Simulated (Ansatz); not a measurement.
**MgS: molecular dynamics (part 1 of 5)**

- system: MgS (16 atoms in the cell)
- method: DFT PBE, scalar-relativistic, plane waves, PAW, no spin polarisation (Ansatz 0.2.0)

The structure derives from an entry of the Crystallography Open Database. It belongs to a series of runs on one base structure; here: dynamics (nve) at 450 K, volume × 1.01. Figures and captions count atoms from 1; the log counts them from 0 in places.

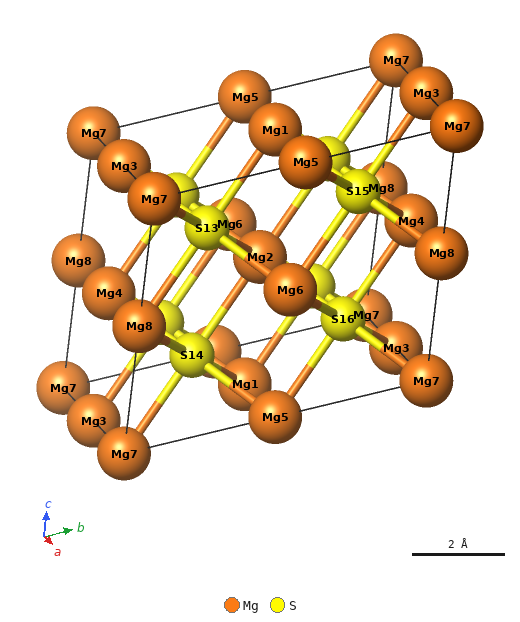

Fig. 1: The starting structure (ball-and-stick view of the cell of the calculation, seen slightly off an axis; atoms are numbered from 1 in the order of the input).

Key numbers

```tsv
quantity	value
outcome	finished
mean temperature over the second half	229 K
trajectory	82 steps, 492 fs
ensemble	nve
temperature in the input	450.0 K
time step	6.0 fs
space group of the start (tolerance 0.01 Å)	Fm-3m (225)
electrons treated	128
potential energy (free energy of the electrons) (last step)	−22629.5138 eV
Fermi energy (last step)	7.906 eV
pressure (without the kinetic term) (last step)	0.84 GPa
largest force (length of the vector) (last step)	1.003 eV/Å
hardware	4 threads of Intel Xeon (Granite Rapids), 64 GiB of memory available, shared host
wall time	96 s (CPU time 5.4 min)
peak memory	0.76 GiB
```

The k-point mesh is coarse (a preliminary or cheap run), so energies and forces are approximate. Warnings of the run: the SCF threshold is looser than advised for the printed stress. So short a trajectory is not equilibrated.

Input file
```yaml
crystal:
  lattice:
    - [5.220586838, 0.0, -5.220586838]
    - [0.0, 5.220586838, -5.220586838]
    - [5.220586838, 5.220586838, 0.0]
  atoms:
    - { symbol: Mg, position: [0.5, 0.5, 0.0] }
    - { symbol: Mg, position: [0.5, 0.5, 0.5] }
    - { symbol: Mg, position: [0.5, 0.0, 0.0] }
    - { symbol: Mg, position: [0.5, 0.0, 0.5] }
    - { symbol: Mg, position: [0.0, 0.5, 0.0] }
    - { symbol: Mg, position: [0.0, 0.5, 0.5] }
    - { symbol: Mg, position: [0.0, 0.0, 0.0] }
    - { symbol: Mg, position: [0.0, 0.0, 0.5] }
    - { symbol: S, position: [0.25, 0.25, 0.75] }
    - { symbol: S, position: [0.25, 0.25, 0.25] }
    - { symbol: S, position: [0.25, 0.75, 0.75] }
    - { symbol: S, position: [0.25, 0.75, 0.25] }
    - { symbol: S, position: [0.75, 0.25, 0.75] }
    - { symbol: S, position: [0.75, 0.25, 0.25] }
    - { symbol: S, position: [0.75, 0.75, 0.75] }
    - { symbol: S, position: [0.75, 0.75, 0.25] }
basis:
  ecutwfc: 420
kpoints:
  mp_grid: { grid: [2, 2, 2], shift: [0.5, 0.5, 0.5] }
hamiltonian:
  xc: pbe
scf:
  occupations: { method: fermi_dirac, width: 0.0388 }
  lower_state_search: "off"
  convergence: { dr2_threshold: 1.0e-07 }
output:
  forces: true
  stress: true
md:
  timestep: 6.0
  n_steps: 82
  ensemble: nve
  temperature: 450.0
  initial_velocities: maxwell_boltzmann
  seed: 71349
```

Command:
```bash
ansatz run input.yaml --threads 4 --pin off --max-ram 5120MiB --backend cpu --events-out ev --progress --plain --runs-dir out
```

Log
```
Warning: md: disabling space-group detection — thermal motion breaks the input geometry's symmetry, so no spatial operation reduces the k-mesh or symmetrises the density; time reversal is kept, so that k and −k are solved as one point where they differ and the mesh holds both, and exact exchange and, on two spinor components, a DFT+U term hold to it where the run has them: on two components no moment then forms, and a state that bears one, which a typed moment (crystal.atoms[].spin; refused beside efield: under a hybrid functional) reaches, can lie lower, under hf by electronvolts; crystal.symmetry.detect: false (a key that needs symmetry detection or time reversal refuses this as the deck is read) with time_reversal: false beside it drops time reversal too
Warning: output.stress: scf.convergence.dr2_threshold = 1e-7 eV (the SCF's general default) is looser than the 1.6e-9 eV advised for a printed stress (1e-10 eV for each atom of the cell: 16). What an SCF threshold leaves in a stress goes as its square root, and in the free energy as the threshold itself, and one threshold admits the most on a small cell: of the crystals measured, under no hybrid functional and no lock of the moments, on runs that ended without the residual-converged pass, on stresses that held no estimate of that error, the worst erred by over 100 MPa in a component at 1e-7 eV an atom and by under 5 at 1e-10. Set scf.convergence.dr2_threshold to 1.6e-9 eV or tighter. The threshold is an SCF's pass mark: one that does not reach it within its budget of iterations ends unconverged, or closes short of it on a stop that the run arms, and scf.convergence.dr2_threshold's page says what that costs each kind of run
Engine: ansatz 0.2.0, x86_64-unknown-linux-gnu
Pseudopotentials: kind: paw
Pseudopotential: Mg, paw, valence charge 10, recommended cutoff 420 eV (normal), Mg.paw.azcp
Pseudopotential: S, paw, valence charge 6, recommended cutoff 420 eV (normal), S.paw.azcp
Functional definition: PBE
  parameter kappa = 0.804
  parameter beta = 0.06672455060314922
  exchange = pbe_x(kappa = kappa, mu = beta*pi^2/3)
  correlation = pbe_c(beta = beta)
Crystal: 16 atoms, lattice volume = 284.569 Å³
Basis set: ecut = 420 eV, 5601 PW (Γ), exchange–correlation on 100×100×100 points (8 copies of the dense FFT grid, shifted against one another)
Bands: 80, of which v1, the nominal top of the filled ones, is band 64 counted from 1 (63 counted from 0)
Symmetry: 1 space group operations
k-points: 4 of 8 (time reversal used)
Non-local potential: Mg, projectors of the file, l = 0: 3, l = 1: 2, l = 2: 1
Non-local potential: S, projectors of the file, l = 0: 2, l = 1: 2, l = 2: 2
PAW form: soft (Blöchl's): semilocal exchange-correlation on the pseudo side does not see the compensation charge
PAW one-centre angular grid: Mg, 110 points (default); XC on 64 Gauss nodes
PAW one-centre angular grid: S, 110 points (default); XC on 64 Gauss nodes
Initial density: superposition of atomic densities (neutral atoms: chi_scale 0, normalization atom), corrected by the library's trained network
Initial wavefunctions: pseudopotential atomic-orbital guess
Functional: x = pbe(κ = 0.804, μ = 0.2195149727645171), c = pbe(β = 0.06672455060314922)
SCF iter   1: F=—  HF=-22629.990551 eV  |F-HF|=—  |Δ(HF+E_count)|=         —  Δρ=9.67e-4  dr2=2.22e-3  ethr=1.77e-3  ⟨swp⟩=6.8  Hψ=1399  notcnv=0  defer=2
preconditioner: auto → Resta (q_TF=auto, 2.388 Å⁻¹)  ε∞=4.0  [insulator: Δε(μ)=3.448 eV  Ē_g=10.218 eV  σ=0.039 eV  W_gap=1.00  n_scr=58 (ndim 8)  ℏωp=17.6 eV  f_vac=0.000  D(μ)=0.00/eV (n_scr^D=0)  ε∞_Penn≈4.0]
SCF iter   2: F=—  HF=-22629.988380 eV  |F-HF|=—  |Δ(HF+E_count)|=   2.17e-3  Δρ=5.55e-4  dr2=7.12e-4  ethr=1.73e-6  ⟨swp⟩=2.0  Hψ=542  notcnv=0  defer=4
SCF iter   3: F=—  HF=-22629.988665 eV  |F-HF|=—  |Δ(HF+E_count)|=   2.84e-4  Δρ=9.69e-5  dr2=3.15e-5  ethr=5.57e-7  ⟨swp⟩=2.0  Hψ=373  notcnv=0  defer=4
SCF iter   4: F=—  HF=-22629.988720 eV  |F-HF|=—  |Δ(HF+E_count)|=   5.56e-5  Δρ=2.59e-5  dr2=2.52e-6  ethr=2.46e-8  ⟨swp⟩=2.0  Hψ=520  notcnv=0  defer=4
iter 5 did not close the SCF: its close was put off for the readings that it lacked (scf_convergence_deferred on its scf_iter line)
SCF iter   5: F=-22629.988722 eV  HF=-22629.988722 eV  |F-HF|=2.55e-9  |Δ(HF+E_count)|=   1.47e-6  Δρ=4.82e-6  dr2=9.11e-8  ethr=1.97e-9  ⟨swp⟩=2.0  Hψ=416  notcnv=0  defer=4
SCF iter   6: F=-22629.988722 eV  HF=-22629.988722 eV  |F-HF|=2.10e-9  |Δ(HF+E_count)|=   2.68e-8  Δρ=1.35e-6  dr2=2.90e-9  ethr=7.12e-11  ⟨swp⟩=2.0  Hψ=1008  notcnv=0
SCF 1 converged in 6 iterations: F = -22629.988722 eV  dr2 = 2.90e-9
  greatest PAW one-centre occupation: 1.000 electrons in one spin orbital (limit 2), on the Mg atom at site 6 (counted from 0), in its partial waves of l = 0
md step     0: t =     0.00 fs  T =   450.0 K  F+E_penalty+E_count = -22629.98872170 eV  E_kin = 0.872505 eV  conserved = -22629.11621670 eV  P_inst = 0.7461 GPa  (6 SCF iters)
Initial density: handed on by an earlier stage of this run
Initial wavefunctions: those handed on with the density
iter 1 solved again at ethr=2.00e-5 eV; its pass at ethr=3.10e-3 eV (dr2=2.55e-2 eV) is discarded
SCF iter   1: F=—  HF=-22629.941332 eV  |F-HF|=—  |Δ(HF+E_count)|=         —  Δρ=3.29e-3  dr2=2.91e-2  ethr=2.00e-5  ⟨swp⟩=6.0  Hψ=1938  notcnv=0  defer=2
preconditioner: auto → Resta (q_TF=auto, 2.388 Å⁻¹)  ε∞=4.0  [insulator: Δε(μ)=3.438 eV  Ē_g=10.157 eV  σ=0.039 eV  W_gap=1.00  n_scr=58 (ndim 8)  ℏωp=17.6 eV  f_vac=0.000  D(μ)=0.00/eV (n_scr^D=0)  ε∞_Penn≈4.0]
SCF iter   2: F=—  HF=-22629.936448 eV  |F-HF|=—  |Δ(HF+E_count)|=   4.88e-3  Δρ=1.76e-3  dr2=7.14e-3  ethr=2.00e-5  ⟨swp⟩=1.8  Hψ=408  notcnv=0  defer=2
SCF iter   3: F=—  HF=-22629.935835 eV  |F-HF|=—  |Δ(HF+E_count)|=   6.12e-4  Δρ=2.48e-4  dr2=1.92e-4  ethr=5.58e-6  ⟨swp⟩=2.0  Hψ=521  notcnv=0  defer=2
SCF iter   4: F=—  HF=-22629.935873 eV  |F-HF|=—  |Δ(HF+E_count)|=   3.77e-5  Δρ=4.70e-5  dr2=1.03e-5  ethr=1.50e-7  ⟨swp⟩=2.0  Hψ=401  notcnv=0  defer=2
SCF iter   5: F=—  HF=-22629.935867 eV  |F-HF|=—  |Δ(HF+E_count)|=   6.27e-6  Δρ=9.69e-6  dr2=5.67e-7  ethr=8.02e-9  ⟨swp⟩=2.0  Hψ=521  notcnv=0  defer=2
SCF iter   6: F=-22629.935867 eV  HF=-22629.935867 eV  |F-HF|=1.96e-8  |Δ(HF+E_count)|=   2.51e-8  Δρ=2.90e-6  dr2=4.23e-8  ethr=7.81e-11  ⟨swp⟩=4.2  Hψ=1085  notcnv=0
SCF 2 converged in 6 iterations: F = -22629.935867 eV  dr2 = 4.23e-8
  greatest PAW one-centre occupation: 1.000 electrons in one spin orbital (limit 2), on the Mg atom at site 1 (counted from 0), in its partial waves of l = 0
md step     1: t =     6.00 fs  T =   423.4 K  F+E_penalty+E_count = -22629.93586676 eV  E_kin = 0.820879 eV  conserved = -22629.11498807 eV  P_inst = 0.7814 GPa  (6 SCF iters)
[... from here on the SCF iterations and repeated set-up lines of each step are left out, up to the last step ...]
SCF 3 converged in 6 iterations: F = -22629.795776 eV  dr2 = 3.01e-8
md step     2: t =    12.00 fs  T =   352.7 K  F+E_penalty+E_count = -22629.79577612 eV  E_kin = 0.683778 eV  conserved = -22629.11199855 eV  P_inst = 0.8748 GPa  (6 SCF iters)
SCF 4 converged in 6 iterations: F = -22629.615027 eV  dr2 = 2.11e-8
md step     3: t =    18.00 fs  T =   261.3 K  F+E_penalty+E_count = -22629.61502727 eV  E_kin = 0.506548 eV  conserved = -22629.10847903 eV  P_inst = 0.9962 GPa  (6 SCF iters)
SCF 5 converged in 5 iterations: F = -22629.448453 eV  dr2 = 7.70e-8
md step     4: t =    24.00 fs  T =   176.7 K  F+E_penalty+E_count = -22629.44845330 eV  E_kin = 0.342541 eV  conserved = -22629.10591264 eV  P_inst = 1.1109 GPa  (5 SCF iters)
SCF 6 converged in 4 iterations: F = -22629.336223 eV  dr2 = 3.09e-8
md step     5: t =    30.00 fs  T =   119.1 K  F+E_penalty+E_count = -22629.33622279 eV  E_kin = 0.231001 eV  conserved = -22629.10522192 eV  P_inst = 1.1923 GPa  (4 SCF iters)
SCF 7 converged in 3 iterations: F = -22629.289778 eV  dr2 = 7.04e-8
md step     6: t =    36.00 fs  T =    94.7 K  F+E_penalty+E_count = -22629.28977813 eV  E_kin = 0.183590 eV  conserved = -22629.10618848 eV  P_inst = 1.2301 GPa  (3 SCF iters)
SCF 8 converged in 4 iterations: F = -22629.294900 eV  dr2 = 1.43e-8
md step     7: t =    42.00 fs  T =    96.5 K  F+E_penalty+E_count = -22629.29489961 eV  E_kin = 0.187154 eV  conserved = -22629.10774550 eV  P_inst = 1.2298 GPa  (4 SCF iters)
SCF 9 converged in 3 iterations: F = -22629.327649 eV  dr2 = 8.00e-8
md step     8: t =    48.00 fs  T =   112.8 K  F+E_penalty+E_count = -22629.32764853 eV  E_kin = 0.218774 eV  conserved = -22629.10887493 eV  P_inst = 1.2040 GPa  (3 SCF iters)
SCF 10 converged in 3 iterations: F = -22629.370048 eV  dr2 = 6.91e-8
md step     9: t =    54.00 fs  T =   134.5 K  F+E_penalty+E_count = -22629.37004754 eV  E_kin = 0.260816 eV  conserved = -22629.10923135 eV  P_inst = 1.1651 GPa  (3 SCF iters)
SCF 11 converged in 6 iterations: F = -22629.415860 eV  dr2 = 1.35e-8
md step    10: t =    60.00 fs  T =   158.2 K  F+E_penalty+E_count = -22629.41586036 eV  E_kin = 0.306768 eV  conserved = -22629.10909233 eV  P_inst = 1.1225 GPa  (6 SCF iters)
SCF 12 converged in 4 iterations: F = -22629.466783 eV  dr2 = 9.29e-9
md step    11: t =    66.00 fs  T =   184.6 K  F+E_penalty+E_count = -22629.46678281 eV  E_kin = 0.357867 eV  conserved = -22629.10891628 eV  P_inst = 1.0826 GPa  (4 SCF iters)
SCF 13 converged in 3 iterations: F = -22629.525307 eV  dr2 = 5.05e-8
md step    12: t =    72.00 fs  T =   214.7 K  F+E_penalty+E_count = -22629.52530717 eV  E_kin = 0.416277 eV  conserved = -22629.10902997 eV  P_inst = 1.0494 GPa  (3 SCF iters)
SCF 14 converged in 4 iterations: F = -22629.589293 eV  dr2 = 9.13e-9
md step    13: t =    78.00 fs  T =   247.4 K  F+E_penalty+E_count = -22629.58929313 eV  E_kin = 0.479733 eV  conserved = -22629.10955988 eV  P_inst = 1.0240 GPa  (4 SCF iters)
SCF 15 converged in 3 iterations: F = -22629.650008 eV  dr2 = 9.13e-8
md step    14: t =    84.00 fs  T =   278.3 K  F+E_penalty+E_count = -22629.65000777 eV  E_kin = 0.539630 eV  conserved = -22629.11037790 eV  P_inst = 1.0053 GPa  (3 SCF iters)
SCF 16 converged in 3 iterations: F = -22629.694498 eV  dr2 = 2.57e-8
md step    15: t =    90.00 fs  T =   300.9 K  F+E_penalty+E_count = -22629.69449755 eV  E_kin = 0.583431 eV  conserved = -22629.11106689 eV  P_inst = 0.9931 GPa  (3 SCF iters)
SCF 17 converged in 3 iterations: F = -22629.712072 eV  dr2 = 8.01e-8
md step    16: t =    96.00 fs  T =   309.9 K  F+E_penalty+E_count = -22629.71207172 eV  E_kin = 0.600881 eV  conserved = -22629.11119111 eV  P_inst = 0.9901 GPa  (3 SCF iters)
SCF 18 converged in 3 iterations: F = -22629.700648 eV  dr2 = 4.68e-8
md step    17: t =   102.00 fs  T =   304.3 K  F+E_penalty+E_count = -22629.70064833 eV  E_kin = 0.589913 eV  conserved = -22629.11073485 eV  P_inst = 1.0011 GPa  (3 SCF iters)
SCF 19 converged in 4 iterations: F = -22629.666972 eV  dr2 = 8.17e-9
md step    18: t =   108.00 fs  T =   287.2 K  F+E_penalty+E_count = -22629.66697187 eV  E_kin = 0.556835 eV  conserved = -22629.11013693 eV  P_inst = 1.0312 GPa  (4 SCF iters)
SCF 20 converged in 4 iterations: F = -22629.620275 eV  dr2 = 5.37e-9
md step    19: t =   114.00 fs  T =   263.3 K  F+E_penalty+E_count = -22629.62027476 eV  E_kin = 0.510444 eV  conserved = -22629.10983069 eV  P_inst = 1.0841 GPa  (4 SCF iters)
SCF 21 converged in 6 iterations: F = -22629.566020 eV  dr2 = 1.84e-8
md step    20: t =   120.00 fs  T =   235.3 K  F+E_penalty+E_count = -22629.56602030 eV  E_kin = 0.456232 eV  conserved = -22629.10978811 eV  P_inst = 1.1599 GPa  (6 SCF iters)
SCF 22 converged in 3 iterations: F = -22629.506360 eV  dr2 = 7.46e-8
md step    21: t =   126.00 fs  T =   204.7 K  F+E_penalty+E_count = -22629.50635954 eV  E_kin = 0.396842 eV  conserved = -22629.10951749 eV  P_inst = 1.2524 GPa  (3 SCF iters)
SCF 23 converged in 4 iterations: F = -22629.447104 eV  dr2 = 1.08e-8
md step    22: t =   132.00 fs  T =   174.6 K  F+E_penalty+E_count = -22629.44710395 eV  E_kin = 0.338520 eV  conserved = -22629.10858443 eV  P_inst = 1.3460 GPa  (4 SCF iters)
SCF 24 converged in 4 iterations: F = -22629.403407 eV  dr2 = 8.28e-9
md step    23: t =   138.00 fs  T =   152.7 K  F+E_penalty+E_count = -22629.40340696 eV  E_kin = 0.296114 eV  conserved = -22629.10729293 eV  P_inst = 1.4172 GPa  (4 SCF iters)
SCF 25 converged in 3 iterations: F = -22629.394810 eV  dr2 = 8.44e-8
md step    24: t =   144.00 fs  T =   148.6 K  F+E_penalty+E_count = -22629.39480965 eV  E_kin = 0.288182 eV  conserved = -22629.10662784 eV  P_inst = 1.4426 GPa  (3 SCF iters)
SCF 26 converged in 4 iterations: F = -22629.431132 eV  dr2 = 9.06e-9
md step    25: t =   150.00 fs  T =   167.1 K  F+E_penalty+E_count = -22629.43113228 eV  E_kin = 0.323945 eV  conserved = -22629.10718726 eV  P_inst = 1.4121 GPa  (4 SCF iters)
SCF 27 converged in 3 iterations: F = -22629.503739 eV  dr2 = 7.48e-8
md step    26: t =   156.00 fs  T =   203.8 K  F+E_penalty+E_count = -22629.50373851 eV  E_kin = 0.395137 eV  conserved = -22629.10860155 eV  P_inst = 1.3340 GPa  (3 SCF iters)
SCF 28 converged in 4 iterations: F = -22629.590328 eV  dr2 = 4.81e-9
md step    27: t =   162.00 fs  T =   247.6 K  F+E_penalty+E_count = -22629.59032770 eV  E_kin = 0.480162 eV  conserved = -22629.11016529 eV  P_inst = 1.2282 GPa  (4 SCF iters)
SCF 29 converged in 4 iterations: F = -22629.665403 eV  dr2 = 6.92e-9
md step    28: t =   168.00 fs  T =   285.7 K  F+E_penalty+E_count = -22629.66540327 eV  E_kin = 0.553978 eV  conserved = -22629.11142572 eV  P_inst = 1.1174 GPa  (4 SCF iters)
SCF 30 converged in 3 iterations: F = -22629.708006 eV  dr2 = 9.74e-8
md step    29: t =   174.00 fs  T =   307.3 K  F+E_penalty+E_count = -22629.70800553 eV  E_kin = 0.595872 eV  conserved = -22629.11213343 eV  P_inst = 1.0215 GPa  (3 SCF iters)
SCF 31 converged in 6 iterations: F = -22629.706386 eV  dr2 = 3.52e-8
md step    30: t =   180.00 fs  T =   306.5 K  F+E_penalty+E_count = -22629.70638613 eV  E_kin = 0.594289 eV  conserved = -22629.11209692 eV  P_inst = 0.9554 GPa  (6 SCF iters)
SCF 32 converged in 4 iterations: F = -22629.661172 eV  dr2 = 1.28e-8
md step    31: t =   186.00 fs  T =   283.6 K  F+E_penalty+E_count = -22629.66117202 eV  E_kin = 0.549909 eV  conserved = -22629.11126291 eV  P_inst = 0.9273 GPa  (4 SCF iters)
SCF 33 converged in 4 iterations: F = -22629.585934 eV  dr2 = 1.11e-8
md step    32: t =   192.00 fs  T =   245.5 K  F+E_penalty+E_count = -22629.58593364 eV  E_kin = 0.476052 eV  conserved = -22629.10988136 eV  P_inst = 0.9363 GPa  (4 SCF iters)
SCF 34 converged in 4 iterations: F = -22629.502997 eV  dr2 = 3.71e-9
md step    33: t =   198.00 fs  T =   203.5 K  F+E_penalty+E_count = -22629.50299727 eV  E_kin = 0.394516 eV  conserved = -22629.10848173 eV  P_inst = 0.9734 GPa  (4 SCF iters)
SCF 35 converged in 3 iterations: F = -22629.435146 eV  dr2 = 8.20e-8
md step    34: t =   204.00 fs  T =   168.9 K  F+E_penalty+E_count = -22629.43514628 eV  E_kin = 0.327571 eV  conserved = -22629.10757518 eV  P_inst = 1.0247 GPa  (3 SCF iters)
SCF 36 converged in 4 iterations: F = -22629.397493 eV  dr2 = 5.63e-9
md step    35: t =   210.00 fs  T =   149.6 K  F+E_penalty+E_count = -22629.39749340 eV  E_kin = 0.290064 eV  conserved = -22629.10742915 eV  P_inst = 1.0767 GPa  (4 SCF iters)
SCF 37 converged in 3 iterations: F = -22629.392956 eV  dr2 = 5.38e-8
md step    36: t =   216.00 fs  T =   146.9 K  F+E_penalty+E_count = -22629.39295609 eV  E_kin = 0.284887 eV  conserved = -22629.10806908 eV  P_inst = 1.1199 GPa  (3 SCF iters)
SCF 38 converged in 3 iterations: F = -22629.412085 eV  dr2 = 5.24e-8
md step    37: t =   222.00 fs  T =   156.2 K  F+E_penalty+E_count = -22629.41208480 eV  E_kin = 0.302934 eV  conserved = -22629.10915042 eV  P_inst = 1.1507 GPa  (3 SCF iters)
SCF 39 converged in 4 iterations: F = -22629.438951 eV  dr2 = 7.20e-9
md step    38: t =   228.00 fs  T =   169.7 K  F+E_penalty+E_count = -22629.43895131 eV  E_kin = 0.329076 eV  conserved = -22629.10987485 eV  P_inst = 1.1700 GPa  (4 SCF iters)
SCF 40 converged in 4 iterations: F = -22629.463120 eV  dr2 = 1.19e-8
md step    39: t =   234.00 fs  T =   182.3 K  F+E_penalty+E_count = -22629.46311993 eV  E_kin = 0.353542 eV  conserved = -22629.10957761 eV  P_inst = 1.1787 GPa  (4 SCF iters)
SCF 41 converged in 6 iterations: F = -22629.488928 eV  dr2 = 1.98e-8
md step    40: t =   240.00 fs  T =   196.2 K  F+E_penalty+E_count = -22629.48892755 eV  E_kin = 0.380355 eV  conserved = -22629.10857239 eV  P_inst = 1.1732 GPa  (6 SCF iters)
SCF 42 converged in 3 iterations: F = -22629.530671 eV  dr2 = 6.70e-8
md step    41: t =   246.00 fs  T =   218.0 K  F+E_penalty+E_count = -22629.53067115 eV  E_kin = 0.422684 eV  conserved = -22629.10798715 eV  P_inst = 1.1491 GPa  (3 SCF iters)
SCF 43 converged in 3 iterations: F = -22629.596465 eV  dr2 = 5.80e-8
```
